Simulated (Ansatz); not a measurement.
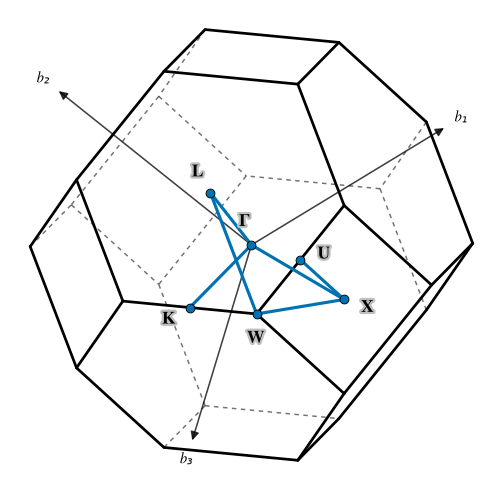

Crystal: RbBr, the end point of a relaxation with DFT, LDA, plane waves, PAW in Ansatz. The figure shows the first Brillouin zone with its special points and a band path. Geometry calculated from the standardised cell; symmetry tolerance 0.002 Å.

Labels and path follow the convention of Hinuma et al. (2017), as computed by seekpath; the arrows show the directions of the reciprocal primitive vectors b₁, b₂, b₃.

Q: Name the Bravais lattice of the crystal.

A: A face-centred cubic lattice (cF; extended symbol cF2). The zone is a truncated octahedron in its combinatorial type: 14 faces (6 with 4 edges, 8 with 6 edges), 36 edges, 24 vertices.

Q: Write the standard path through the labelled points.

A: Γ–X–U | K–Γ–L–W–X
